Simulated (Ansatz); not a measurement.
Consider CdS.

Input

```
crystal:
  lattice:
    - [4.0430665, 0.0, 0.0]
    - [-2.02153325, 3.5013983, 0.0]
    - [0.0, 0.0, 6.20191137]
  atoms:
    - { symbol: Cd, position: [0.0, 0.0, 0.0] }
    - { symbol: Cd, position: [0.0, 0.0, 0.5] }
    - { symbol: S, position: [0.33333333, 0.66666667, 0.25] }
    - { symbol: S, position: [0.66666667, 0.33333333, 0.75] }
basis:
  ecutwfc: 420
kpoints:
  mp_grid: { grid: [12, 12, 6] }
hamiltonian:
  xc: pbe
scf:
  occupations: { method: gaussian, width: 0.02 }
output:
  forces: true
  stress: true
  eigenvalues: true
  write_density: true
  write_potential: true
  elf: true
  volumetric_format: npy
relax:
  adjacent_minimum: "off"
  f_tol: 0.01
  max_steps: 80
  cell: { stress_tol: 0.05 }
```

Launched as:

```sh
ansatz run input.yaml --threads 1 --pin off --max-ram 2048MiB --backend cpu --events-out ev --progress --plain --runs-dir out
```

Below, planes, directions and counts refer to the conventional cell (a = 3.88 Å, b = 3.88 Å, c = 6.48 Å, α = 90.00°, β = 90.00°, γ = 120.00°).

The fields are those of the relaxed geometry.

Space group P6₃/mmc; a structure generated by program, which may or may not match a known phase.

Theory: DFT PBE, scalar-relativistic, plane waves, PAW in Ansatz.

What can the converged valence pseudo-density and electron localisation function tell about the bonding?

Answer. Cd–S (2.76 Å): ρ at the midpoint is about 0.27 e/Å³; the ELF peaks at about 0.85 in the valence shell of S, 0.8 Å from its nucleus, and drops to about 0.15 between the two atoms.

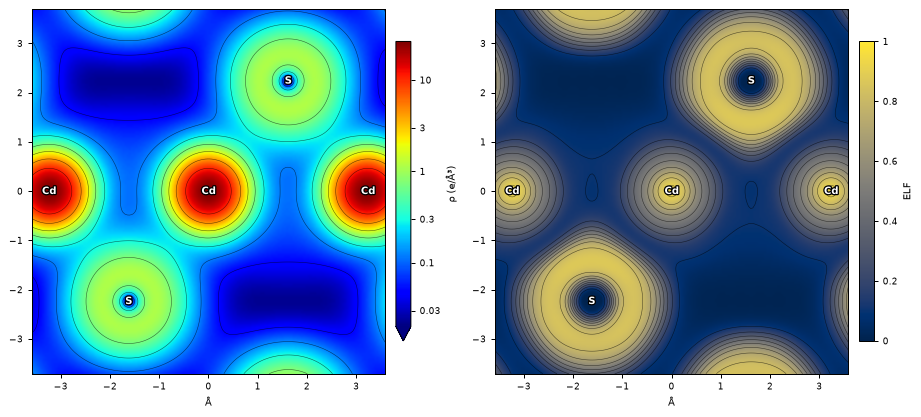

Computed valence pseudo-density and electron localisation function on the (110) plane of the conventional cell, in this order. 

Core electrons are frozen (PAW), and the valence fields are smoothed inside the atomic spheres.
